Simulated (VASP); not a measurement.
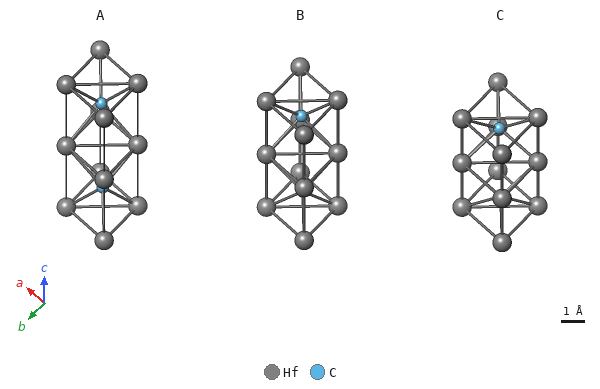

3 geometries from one relaxation of solid HfC (a generated structure, set up in P6_3/mmc), in shuffled order. Style: ball-and-stick. Shown: the cell of the calculation, from a free direction.

The run lets cell and atoms move.

Theory: Kohn-Sham DFT of a periodic cell, PBEsol, VASP PAW PBE potentials, recommended in VASP 6.6.1. Set-up: plane-wave cutoff 600 eV; k-point mesh 10 × 10 × 6; occupations gaussian; smearing width 0.05 eV; no spin polarisation.

Q: Order the frames from highest to lowest energy.

A: C, A, B. They are steps 0, 1, 8, at +844 meV per atom, +499 meV per atom relative to the last. No atom moves by more than 0.005 Å relative to the cell. Cell: a = b 3.426 → 3.231 Å (−5.7 %), c 4.774 → 5.712 Å (+19.6 %). Volume +6.4 %. Among the contacts that change: Hf–Hf 2.387 → 2.856 Å, Hf–Hf 3.426 → 3.231 Å, C–Hf 2.310 → 2.349 Å. Among the angles between lasting bonds that change: Hf–C–Hf 62.2° → 74.9°, Hf–C–Hf 95.7° → 86.9°, Hf–C–Hf 129.3° → 133.2°. The space group stays P6_3/mmc (No. 194). The energy falls by 844 meV per atom in 8 geometry steps. All forces vanish by symmetry, so only the cell relaxes. The pressure goes from 25.27 to 0.02 GPa. It ran on 1 thread of Intel(R) Xeon(R) 6975P-C (Granite Rapids) (shared host).
